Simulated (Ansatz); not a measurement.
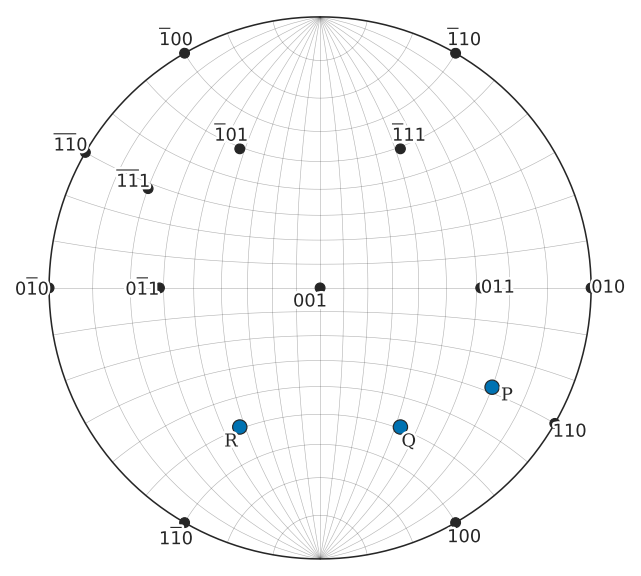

Crystal: Ru, a calculation's input that goes back to an entry of the Crystallography Open Database (an earlier step may have relaxed or displaced it). Stereographic projection of plane normals (upper hemisphere) centred on (0 0 1). The drawing is computed from the coordinates (standard cell, symmetry found to 0.002 Å).

a = 2.706 Å, b = 2.706 Å, c = 4.282 Å, α = 90.00°, β = 90.00°, γ = 120.00°.

Q: Index the poles marked P, Q, R.

A: P is (1 1 1), in four indices (1 1 −2 1), 72.5° from the centre; Q is (1 0 1), in four indices (1 0 −1 1), 61.3° from the centre; R is (1 −1 1), in four indices (1 −1 0 1), 61.3° from the centre.

Q: What is the angle between the normals of (−1 1 0) and (1 0 0), and what are their d_hkl = 1/|g|?

A: 120.0°; d = 2.343 Å and 2.343 Å.
